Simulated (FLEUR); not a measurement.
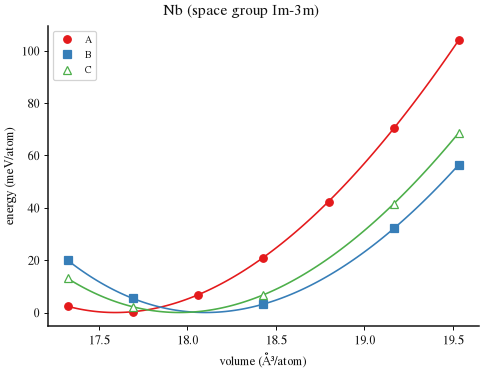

The picture above shows the energy against volume, with one curve for each functional, for Nb (space group Im-3m). The labels are replaced by letters. In alphabetical order the cases are: PBEsol; SCAN; r2SCAN.

How it was computed, with FLEUR MaX-R8.1 (later development tree): all-electron LAPW DFT, no spin polarisation; energies at scaled volumes of the given cell, shape and fractions fixed, counted from the fit's minimum, third-order Birch-Murnaghan fit. All runs: no spin polarisation.

k mesh 11×11×11; occupations Fermi–Dirac; smearing width 0.05 eV; potentials all electron.

Question: Which letter stands for which functional?

Answer: A: PBEsol; B: r2SCAN; C: SCAN.
